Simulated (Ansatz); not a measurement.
# Σ5 (210) boundary in fcc Al with Ta (substitutional): structure and resistance

Aim: the relaxed structure and the specific resistance of the Σ5 (210) boundary in fcc Al with Ta (substitutional).

Program: Ansatz 0.2.0. Level of theory: Ansatz plane-wave DFT, PBE, PAW files; relaxation of a bicrystal slab with its lowest layers held; PAW set soft_1, in the first sound run; inputs show where later runs differ. Results are calculated unless marked as measured.

### 1. The structure

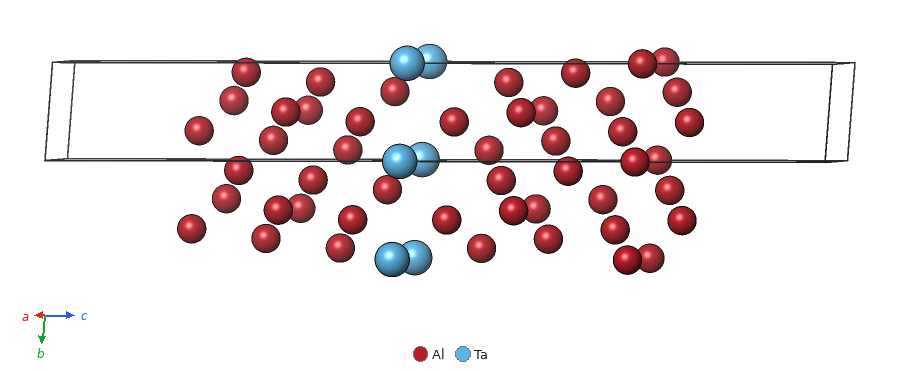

The starting structure, seen from the side, with the c axis across the page (aluminium red, tantalum blue). 1×2×1 cells are drawn. Some periodic images of atoms are drawn too.

The cell holds 21 atoms: 20 Al and 1 Ta. Cell: a = 4.958 Å, b = 4.048 Å, c = 30.008 Å, α = 90.0°, β = 90.0°, γ = 65.9°. It derives from Al. built on the (2 1 0) plane; 2 overlapping atoms removed and the grains opened by 0 Å. Vacuum lies along c.

### 2. Relaxing the bicrystal

The boundary is built by mirroring the lower grain in the boundary plane and removing any atoms that overlap; then the Ta is put in at the boundary. A thin bicrystal slab is relaxed first, with the lowest layers held and the upper grain free to shift and open.

Input file input.yaml:

```yaml
crystal:
  lattice:
    - [4.957730497, 0.0, 0.0]
    - [1.6525768323, 3.6952741352, 0.0]
    - [0.0, 0.0, 30.0082257911]
  atoms:
    - { symbol: Al, position: [0.6, 0.7000000001, 0.1666209804] }
    - { symbol: Al, position: [0.2, 0.4000000001, 0.1967844967] }
    - { symbol: Al, position: [0.8, 0.1000000001, 0.226948013] }
    - { symbol: Al, position: [0.4, 0.8000000001, 0.2571115294] }
    - { symbol: Al, position: [1.0, 0.5000000001, 0.2872750457] }
    - { symbol: Al, position: [0.6, 0.2, 0.3174385621] }
    - { symbol: Al, position: [0.2, 0.9, 0.3476020784] }
    - { symbol: Al, position: [0.8, 0.6, 0.3777655948] }
    - { symbol: Al, position: [0.4, 0.3, 0.4079291111] }
    - { symbol: Ta, position: [0.0, 0.0, 0.4380926274] }
    - { symbol: Al, position: [0.8, 0.6, 0.4984196601] }
    - { symbol: Al, position: [0.2, 0.9, 0.5285831765] }
    - { symbol: Al, position: [0.6, 0.2, 0.5587466928] }
    - { symbol: Al, position: [1.0, 0.5000000001, 0.5889102092] }
    - { symbol: Al, position: [0.4, 0.8000000001, 0.6190737255] }
    - { symbol: Al, position: [0.8, 0.1000000001, 0.6492372419] }
    - { symbol: Al, position: [0.2, 0.4000000001, 0.6794007582] }
    - { symbol: Al, position: [0.6, 0.7000000001, 0.7095642745] }
    - { symbol: Al, position: [1.0, 1.0e-10, 0.7397277909] }
    - { symbol: Al, position: [0.4, 0.3000000001, 0.7698913072] }
    - { symbol: Al, position: [0.8, 0.6000000001, 0.8000548236] }
kpoints:
  mp_grid: { grid: [6, 6, 1] }
hamiltonian:
  xc: pbe
  pseudopotentials: { kind: paw, azcp: { folder: soft_1 } }
scf:
  occupations: { method: fermi_dirac, width: 0.1 }
relax:
  f_tol: 0.03
  max_steps: 80
  constraints: [{ sites: [0, 1, 2, 3] }]
```

Launch:

```
ansatz run input.yaml --threads 4 --pin off --max-ram 15360MiB --backend cpu --events-out ev --progress --plain --runs-dir out
```

Numbers of over 12 decimals in the logs are rounded to 6 here.

Output:

```text
Engine: ansatz 0.2.0, aarch64-unknown-linux-gnu
Pseudopotentials: kind: paw
Pseudopotential: Al, paw, valence charge 3, recommended cutoff 420 eV (normal), soft_1/Al.paw.azcp
Pseudopotential: Ta, paw, valence charge 13, recommended cutoff 420 eV (normal), soft_1/Ta.paw.azcp
Functional definition: PBE
  parameter kappa = 0.804
  parameter beta = 0.066725
  exchange = pbe_x(kappa = kappa, mu = beta*pi^2/3)
  correlation = pbe_c(beta = beta)
Crystal: 21 atoms, lattice volume = 549.756 Å³
Basis set: ecut = 420 eV, 10749 PW (Γ), exchange–correlation on 72×60×432 points (8 copies of the dense FFT grid, shifted against one another)
Bands: 58, of which v1, the nominal top of the filled ones, is band 37 counted from 1 (36 counted from 0)
Symmetry: 2 space group operations
Space group: Cm (ITA 8), of the structure as read, at distance tolerance 8.2e-5 Å
k-points: 13 of 36 (time reversal used)
Non-local potential: Al, projectors of the file, l = 0: 2, l = 1: 2, l = 2: 1
Non-local potential: Ta, projectors of the file, l = 0: 3, l = 1: 2, l = 2: 2, l = 3: 1
PAW form: soft (Blöchl's): semilocal exchange-correlation on the pseudo side does not see the compensation charge
PAW one-centre angular grid: Al, 110 points (default); XC on 64 Gauss nodes
PAW one-centre angular grid: Ta, 590 points (default); XC on 64 Gauss nodes
Initial density: superposition of atomic densities (neutral atoms: chi_scale 0, normalization atom)
Initial wavefunctions: pseudopotential atomic-orbital guess
Functional: x = pbe(κ = 0.804, μ = 0.219515), c = pbe(β = 0.066725)
SCF iter   1: F=—  HF=-20682.276608 eV  |F-HF|=—  |Δ(HF+E_count)|=         —  Δρ=2.24e-2  dr2=3.76e1  ethr=3.10e-3  ⟨swp⟩=9.5  Hψ=4420  notcnv=0  defer=8
preconditioner: auto → LDOS  [metal: Δε(μ)=0.045 eV  Ē_g=6.181 eV  σ=0.100 eV  W_gap=0.11  n_scr=80 (ndim 8)  ℏωp=12.8 eV  f_vac=0.236  D(μ)=10.88/eV (n_scr^D=72)  β→1.0]
SCF iter   2: F=—  HF=-20679.792626 eV  |F-HF|=—  |Δ(HF+E_count)|=    2.48e0  Δρ=7.73e-3  dr2=8.33e-1  ethr=3.10e-3  ⟨swp⟩=5.0  Hψ=2002  notcnv=0  defer=23
SCF iter   3: F=—  HF=-20679.765489 eV  |F-HF|=—  |Δ(HF+E_count)|=   2.71e-2  Δρ=2.11e-3  dr2=9.08e-2  ethr=1.14e-3  ⟨swp⟩=4.0  Hψ=1450  notcnv=0  defer=23
SCF iter   4: F=—  HF=-20679.751879 eV  |F-HF|=—  |Δ(HF+E_count)|=   1.36e-2  Δρ=5.56e-4  dr2=3.69e-3  ethr=1.24e-4  ⟨swp⟩=2.6  Hψ=1381  notcnv=0  defer=22
SCF iter   5: F=—  HF=-20679.752146 eV  |F-HF|=—  |Δ(HF+E_count)|=   2.67e-4  Δρ=1.95e-4  dr2=5.67e-4  ethr=5.05e-6  ⟨swp⟩=2.0  Hψ=1238  notcnv=0  defer=22
SCF iter   6: F=—  HF=-20679.752095 eV  |F-HF|=—  |Δ(HF+E_count)|=   5.02e-5  Δρ=4.56e-5  dr2=2.33e-5  ethr=7.76e-7  ⟨swp⟩=2.0  Hψ=1231  notcnv=0  defer=22
SCF iter   7: F=-20679.752095 eV  HF=-20679.752095 eV  |F-HF|=2.46e-7  |Δ(HF+E_count)|=   1.59e-7  Δρ=1.43e-5  dr2=2.02e-6  ethr=3.08e-8  ⟨swp⟩=5.0  Hψ=2415  notcnv=0
SCF 1 converged in 7 iterations: F = -20679.752095 eV  dr2 = 2.02e-6
  greatest PAW one-centre occupation: 0.999 electrons in one spin orbital (limit 2), on the Ta atom at site 9 (counted from 0), in its partial waves of l = 0
relax step   1: F+E_penalty+E_count = -20679.75209508 eV  Δ(F+E_penalty+E_count) = +0.000e0 eV  max|allowed force component| = 6.287e-1 eV/Å  Δτ_max = 0.0000 Å  (7 SCF iters, dr2 threshold 2.25e-5 eV, accepted)
Initial density: handed on by an earlier stage of this run
Initial wavefunctions: those handed on with the density
SCF iter   1: F=—  HF=-20680.289830 eV  |F-HF|=—  |Δ(HF+E_count)|=         —  Δρ=9.16e-3  dr2=5.09e0  ethr=3.10e-3  ⟨swp⟩=3.8  Hψ=2067  notcnv=0  defer=20
preconditioner: auto → LDOS  [metal: Δε(μ)=0.035 eV  Ē_g=6.039 eV  σ=0.100 eV  W_gap=0.09  n_scr=80 (ndim 8)  ℏωp=12.8 eV  f_vac=0.246  D(μ)=9.39/eV (n_scr^D=58)  β→1.0]
SCF iter   2: F=—  HF=-20680.081863 eV  |F-HF|=—  |Δ(HF+E_count)|=   2.08e-1  Δρ=2.30e-3  dr2=1.31e-1  ethr=3.10e-3  ⟨swp⟩=1.7  Hψ=887  notcnv=0  defer=21
SCF iter   3: F=—  HF=-20680.072294 eV  |F-HF|=—  |Δ(HF+E_count)|=   9.57e-3  Δρ=5.88e-4  dr2=2.13e-2  ethr=1.80e-4  ⟨swp⟩=2.0  Hψ=1072  notcnv=0  defer=23
SCF iter   4: F=—  HF=-20680.071057 eV  |F-HF|=—  |Δ(HF+E_count)|=   1.24e-3  Δρ=1.16e-4  dr2=3.97e-4  ethr=2.91e-5  ⟨swp⟩=1.4  Hψ=875  notcnv=0  defer=23
SCF iter   5: F=-20680.071095 eV  HF=-20680.071103 eV  |F-HF|=7.21e-6  |Δ(HF+E_count)|=   4.53e-5  Δρ=2.82e-5  dr2=1.11e-5  ethr=3.38e-8  ⟨swp⟩=4.2  Hψ=3363  notcnv=0
SCF 2 converged in 5 iterations: F = -20680.071095 eV  dr2 = 1.11e-5
relax step   2: F+E_penalty+E_count = -20680.07109530 eV  Δ(F+E_penalty+E_count) = -3.190e-1 eV  max|allowed force component| = 4.069e-1 eV/Å  Δτ_max = 0.1948 Å  (5 SCF iters, dr2 threshold 2.47e-5 eV, accepted)
iter 1 solved again at ethr=1.77e-3 eV; its pass at ethr=3.10e-3 eV (dr2=1.29e0 eV) is discarded
SCF iter   1: F=—  HF=-20680.377204 eV  |F-HF|=—  |Δ(HF+E_count)|=         —  Δρ=5.62e-3  dr2=1.76e0  ethr=1.77e-3  ⟨swp⟩=1.5  Hψ=2892  notcnv=0  defer=18
preconditioner: auto → LDOS  [metal: Δε(μ)=0.025 eV  Ē_g=6.050 eV  σ=0.100 eV  W_gap=0.06  n_scr=80 (ndim 8)  ℏωp=12.8 eV  f_vac=0.248  D(μ)=8.97/eV (n_scr^D=46)  β→1.0]
SCF iter   2: F=—  HF=-20680.304522 eV  |F-HF|=—  |Δ(HF+E_count)|=   7.27e-2  Δρ=1.59e-3  dr2=5.95e-2  ethr=1.77e-3  ⟨swp⟩=1.5  Hψ=742  notcnv=0  defer=18
SCF iter   3: F=—  HF=-20680.298082 eV  |F-HF|=—  |Δ(HF+E_count)|=   6.44e-3  Δρ=4.04e-4  dr2=5.85e-3  ethr=8.15e-5  ⟨swp⟩=2.3  Hψ=1299  notcnv=0  defer=18
SCF iter   4: F=—  HF=-20680.297576 eV  |F-HF|=—  |Δ(HF+E_count)|=   5.06e-4  Δρ=8.55e-5  dr2=1.69e-4  ethr=8.02e-6  ⟨swp⟩=2.0  Hψ=997  notcnv=0  defer=18
SCF iter   5: F=-20680.297590 eV  HF=-20680.297590 eV  |F-HF|=7.99e-7  |Δ(HF+E_count)|=   1.46e-5  Δρ=2.31e-5  dr2=3.52e-6  ethr=1.42e-8  ⟨swp⟩=4.0  Hψ=3187  notcnv=0
SCF 3 converged in 5 iterations: F = -20680.297590 eV  dr2 = 3.52e-6
relax step   3: F+E_penalty+E_count = -20680.29758952 eV  Δ(F+E_penalty+E_count) = -2.265e-1 eV  max|allowed force component| = 3.755e-1 eV/Å  Δτ_max = 0.1949 Å  (5 SCF iters, dr2 threshold 1.03e-5 eV, accepted)
[... from here on, the SCF cycles and remarks between the steps are left out ...]
relax step   4: F+E_penalty+E_count = -20680.44567775 eV  Δ(F+E_penalty+E_count) = -1.481e-1 eV  max|allowed force component| = 2.590e-1 eV/Å  Δτ_max = 0.1950 Å  (5 SCF iters, dr2 threshold 5.91e-5 eV, accepted)
relax step   5: F+E_penalty+E_count = -20680.53838703 eV  Δ(F+E_penalty+E_count) = -9.271e-2 eV  max|allowed force component| = 2.116e-1 eV/Å  Δτ_max = 0.2000 Å  (5 SCF iters, dr2 threshold 3.19e-5 eV, accepted)
relax step   6: F+E_penalty+E_count = -20680.56420226 eV  Δ(F+E_penalty+E_count) = -2.582e-2 eV  max|allowed force component| = 1.015e-1 eV/Å  Δτ_max = 0.1938 Å  (5 SCF iters, dr2 threshold 2.13e-5 eV, accepted)
relax step   7: F+E_penalty+E_count = -20680.59078863 eV  Δ(F+E_penalty+E_count) = -2.659e-2 eV  max|allowed force component| = 1.132e-1 eV/Å  Δτ_max = 0.2000 Å  (6 SCF iters, dr2 threshold 2.37e-6 eV, accepted)
relax step   8: F+E_penalty+E_count = -20680.60200291 eV  Δ(F+E_penalty+E_count) = -1.121e-2 eV  max|allowed force component| = 3.736e-2 eV/Å  Δτ_max = 0.1187 Å  (5 SCF iters, dr2 threshold 2.95e-6 eV, accepted)
relax step   9: F+E_penalty+E_count = -20680.60404355 eV  Δ(F+E_penalty+E_count) = -2.041e-3 eV  max|allowed force component| = 2.762e-2 eV/Å  Δτ_max = 0.0556 Å  (6 SCF iters, accepted)
relax step  10: F+E_penalty+E_count = -20680.60593711 eV  Δ(F+E_penalty+E_count) = -1.894e-3 eV  max|allowed force component| = 4.367e-2 eV/Å  Δτ_max = 0.0543 Å  (6 SCF iters, accepted)
relax step  11: F+E_penalty+E_count = -20680.61252993 eV  Δ(F+E_penalty+E_count) = -6.593e-3 eV  max|allowed force component| = 4.117e-2 eV/Å  Δτ_max = 0.1950 Å  (6 SCF iters, dr2 threshold 1.04e-6 eV, accepted)
relax step  12: F+E_penalty+E_count = -20680.61144762 eV  Δ(F+E_penalty+E_count) = +1.082e-3 eV  max|allowed force component| = 1.000e-1 eV/Å  Δτ_max = 0.1950 Å  (6 SCF iters, dr2 threshold 1.51e-6 eV, rejected (line search))
relax step  13: F+E_penalty+E_count = -20680.61647915 eV  Δ(F+E_penalty+E_count) = -3.949e-3 eV  max|allowed force component| = 6.428e-2 eV/Å  Δτ_max = 0.0937 Å  (6 SCF iters, accepted)
relax step  14: F+E_penalty+E_count = -20680.61837151 eV  Δ(F+E_penalty+E_count) = -1.892e-3 eV  max|allowed force component| = 2.036e-2 eV/Å  Δτ_max = 0.0821 Å  (5 SCF iters, dr2 threshold 3.67e-6 eV, accepted)
iter 1 solved again at ethr=1.12e-9 eV; its pass at ethr=3.10e-3 eV (dr2=8.14e-7 eV) is discarded
SCF iter   1: F=—  HF=-20680.618400 eV  |F-HF|=—  |Δ(HF+E_count)|=         —  Δρ=6.98e-6  dr2=8.16e-7  ethr=1.12e-9  ⟨swp⟩=1.6  Hψ=1864  notcnv=0  defer=25
preconditioner: auto → LDOS  [metal: Δε(μ)=0.048 eV  Ē_g=6.151 eV  σ=0.100 eV  W_gap=0.12  n_scr=80 (ndim 8)  ℏωp=12.8 eV  f_vac=0.260  D(μ)=7.91/eV (n_scr^D=28)  β→1.0]
SCF iter   2: F=—  HF=-20680.618372 eV  |F-HF|=—  |Δ(HF+E_count)|=   2.76e-5  Δρ=4.48e-6  dr2=2.89e-7  ethr=1.12e-9  ⟨swp⟩=2.0  Hψ=1206  notcnv=0  defer=25
SCF iter   3: F=-20680.618372 eV  HF=-20680.618372 eV  |F-HF|=2.15e-10  |Δ(HF+E_count)|=   6.67e-8  Δρ=1.10e-6  dr2=1.00e-8  ethr=1.37e-10  ⟨swp⟩=3.1  Hψ=2797  notcnv=0
SCF 15 converged in 3 iterations: F = -20680.618372 eV  dr2 = 1.00e-8
relax step  15: F+E_penalty+E_count = -20680.61837202 eV  Δ(F+E_penalty+E_count) = -5.189e-7 eV  max|allowed force component| = 2.085e-2 eV/Å  Δτ_max = 0.0000 Å  (3 SCF iters, accepted)
SCF converged after 3 iterations
Free energy (F): -20680.618372 eV
Harris-Foulkes:  -20680.618372 eV  (|F-HF|=2.15e-10)
Internal energy: -20680.345875 eV  (E = F + TS)
E sigma→0 (E₀):  -20680.482124 eV
Entropy (-TS):   -0.272497 eV (-12.976 meV/atom)
Fermi energy:    3.821944 eV
--- Per-component energies (eV) ---
  E_band       = -320.747988
  E_kinetic    = 827.835279
  E_local      = -21124.825498  (includes V_loc(G=0)·N_el)
  E_nonlocal   = 191.218404
  E_hartree    = 10381.058085
  E_xc         = -1065.356932
  E_vxc        = -804.020979  (∫ρ·V_xc dr)
  E_paw        = -17692.815491  (= ΣΔE_a)
  E_vpaw       = -173.071887  (= ΣTr[D̂ρ^β])
  E_aug_tail   = 0.000059  (compensation charges beyond the density's cutoff)
  E_ewald      = 7802.540220
  E_smearing   = -0.272497  (= −TS)
  E_closure    = 0.000000  (closes the sum)
  Σ components = -20680.618372   (vs F -20680.618372, Δ=0.00e0)
--- Forces (eV/Å), atoms counted from 1 ---
  atom   1  Al    -0.09907856     0.04430928     0.24438663
  atom   2  Al     0.01439970    -0.00643974    -0.19689760
  atom   3  Al    -0.00515734     0.00230643     0.02262725
  atom   4  Al     0.06686911    -0.02990477    -0.04020998
  atom   5  Al    -0.00087816     0.00039272    -0.00641692
  atom   6  Al     0.00266515    -0.00119189     0.01178466
  atom   7  Al     0.00415887    -0.00185990    -0.00309892
  atom   8  Al    -0.00822484     0.00367826    -0.01333415
  atom   9  Al     0.00703096    -0.00314434    -0.00099744
  atom  10  Ta     0.02084944    -0.00932415    -0.00226763
  atom  11  Al    -0.01134194     0.00507227     0.00252645
  atom  12  Al    -0.00899426     0.00402235     0.00289420
  atom  13  Al     0.00356559    -0.00159458     0.00571303
  atom  14  Al     0.00956880    -0.00427930    -0.00288467
  atom  15  Al    -0.00033297     0.00014891    -0.01348321
  atom  16  Al     0.00103269    -0.00046183     0.00206884
  atom  17  Al    -0.00102697     0.00045928     0.00227317
  atom  18  Al    -0.00090428     0.00040441    -0.00048815
  atom  19  Al     0.00385808    -0.00172539    -0.00313431
  atom  20  Al    -0.00129213     0.00057786    -0.00364228
  atom  21  Al     0.00324365    -0.00145060    -0.00741702
  max |Σ_I F_I| component: 1.06e-5 eV/Å
--- Relaxed structure (15 steps of the walk, 14 accepted, 0 SCFs on fresh bases) ---
  F+E_penalty+E_count = -20680.61837202 eV   max|allowed force component| = 2.085e-2 eV/Å
  atoms:
    - { symbol: Al, position: [0.600000, 0.700000, 0.166621] }
    - { symbol: Al, position: [0.200000, 0.4, 0.1967844967] }
    - { symbol: Al, position: [0.800000, 0.100000, 0.226948] }
    - { symbol: Al, position: [0.400000, 0.800000, 0.2571115294] }
    - { symbol: Al, position: [1.015593, 0.492204, 0.287505] }
    - { symbol: Al, position: [0.623837, 0.188081, 0.317999] }
    - { symbol: Al, position: [0.239653, 0.880174, 0.348483] }
    - { symbol: Al, position: [0.847369, 0.576316, 0.377136] }
    - { symbol: Al, position: [0.435568, 0.282216, 0.412699] }
    - { symbol: Ta, position: [0.030163, -0.015082, 0.436013] }
    - { symbol: Al, position: [0.650376, 0.674812, 0.462504] }
    - { symbol: Al, position: [0.242587, 0.878707, 0.522748] }
    - { symbol: Al, position: [0.667093, 0.166454, 0.527279] }
    - { symbol: Al, position: [1.026332, 0.486834, 0.576341] }
    - { symbol: Al, position: [0.440481, 0.779759, 0.606796] }
    - { symbol: Al, position: [0.822135, 0.088932, 0.635104] }
    - { symbol: Al, position: [0.221298, 0.389351, 0.665780] }
    - { symbol: Al, position: [0.605110, 0.697445, 0.696914] }
    - { symbol: Al, position: [1.001618, -0.000809123, 0.726468] }
    - { symbol: Al, position: [0.389708, 0.305146, 0.761473] }
    - { symbol: Al, position: [0.783238, 0.608381, 0.784158] }
```

Wall time 2.1 min (4 threads of Arm Neoverse V1, shared host); peak memory 1.1 GiB.

Relaxation path:

```csv
step,energy less that of the first step (eV),largest force component (eV/Å)
1,0.0000,0.6287
2,-0.3190,0.4069
3,-0.5455,0.3755
4,-0.6936,0.2590
5,-0.7863,0.2116
6,-0.8121,0.1015
7,-0.8387,0.1132
8,-0.8499,0.0374
9,-0.8519,0.0276
10,-0.8538,0.0437
11,-0.8604,0.0412
12,-0.8594,0.1000
13,-0.8644,0.0643
14,-0.8663,0.0204
15,-0.8663,0.0208
```

Relaxation step 12 was tried and not accepted.

Forces are held to the 2 operations that the run works with; a distortion that breaks them can't arise in this run.

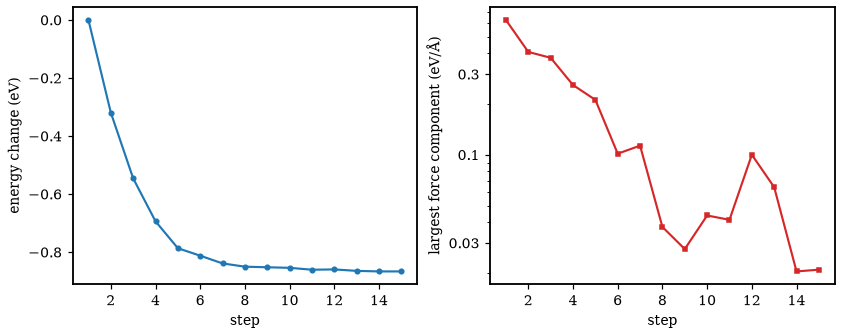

Energy and largest force along the relaxation.

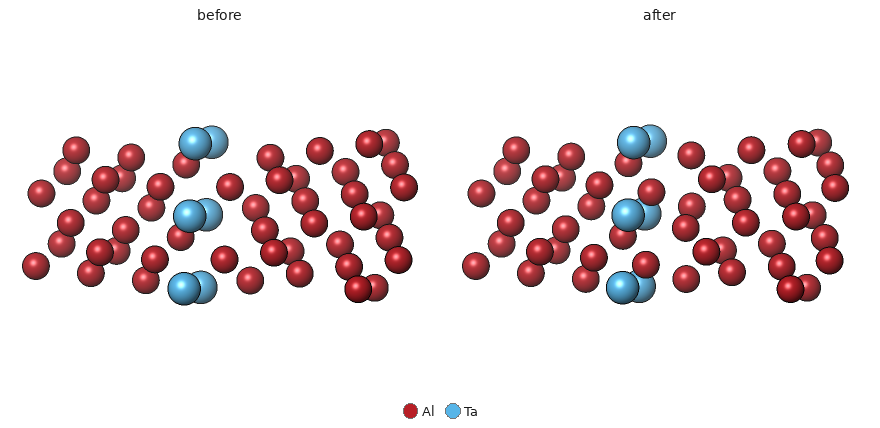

Before and after, at one scale.

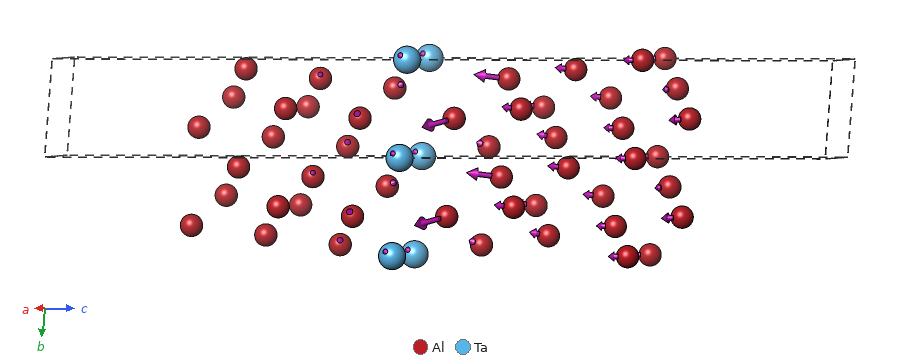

Displacements in the relaxation, scaled; the longest in the cell stands for 1.27 Å. 1×2×1 cells are drawn. Some periodic images of atoms are drawn too.

The atoms that moved most (Å):

```csv
atom,dx,dy,dz,length
Al11,-0.618,0.276,-1.078,1.273
Al13,0.277,-0.124,-0.944,0.992
Al21,-0.069,0.031,-0.477,0.483
Al16,0.091,-0.041,-0.424,0.436
Al17,0.088,-0.039,-0.409,0.420
Al15,0.167,-0.075,-0.368,0.411
Al19,0.007,-0.003,-0.398,0.398
Al14,0.109,-0.049,-0.377,0.396
```

The relaxed structure:

```cif
data_structure
_symmetry_space_group_name_H-M 'P 1'
_symmetry_Int_Tables_number 1
_cell_length_a 4.9577
_cell_length_b 4.0480
_cell_length_c 30.0082
_cell_angle_alpha 90.000
_cell_angle_beta 90.000
_cell_angle_gamma 65.905
_cell_volume 549.76
loop_
_atom_site_label
_atom_site_type_symbol
_atom_site_fract_x
_atom_site_fract_y
_atom_site_fract_z
_atom_site_occupancy
Al1 Al 0.60000 0.70000 0.16662 1
Al2 Al 0.20000 0.40000 0.19678 1
Al3 Al 0.80000 0.10000 0.22695 1
Al4 Al 0.40000 0.80000 0.25711 1
Al5 Al 0.01559 0.49220 0.28751 1
Al6 Al 0.62384 0.18808 0.31800 1
Al7 Al 0.23965 0.88017 0.34848 1
Al8 Al 0.84737 0.57632 0.37714 1
Al9 Al 0.43557 0.28222 0.41270 1
Ta10 Ta 0.03016 0.98492 0.43601 1
Al11 Al 0.65038 0.67481 0.46250 1
Al12 Al 0.24259 0.87871 0.52275 1
Al13 Al 0.66709 0.16645 0.52728 1
Al14 Al 0.02633 0.48683 0.57634 1
Al15 Al 0.44048 0.77976 0.60680 1
Al16 Al 0.82214 0.08893 0.63510 1
Al17 Al 0.22130 0.38935 0.66578 1
Al18 Al 0.60511 0.69744 0.69691 1
Al19 Al 0.00162 0.99919 0.72647 1
Al20 Al 0.38971 0.30515 0.76147 1
Al21 Al 0.78324 0.60838 0.78416 1
```

Numbers from this step:

| Quantity | Value |
| --- | --- |
| free energy | -20680.6184 eV |
| energy at zero smearing | -20680.4821 eV |
| Fermi energy | 3.822 eV |

The largest force component on a free atom ends at 0.021 eV/Å, under the tolerance of 0.03, after 15 steps.

(Continued in part 2 of 2.)

[Logs are printed without paths, hosts, clocks, repeated set-up lines and the standing remarks that a program may print on its own settings, such as how far it seeks lower states.]

[Hosts, paths, dates, database ids (printed as entryN), source tags and the programs' standing remarks are cut or masked in the printed files.]
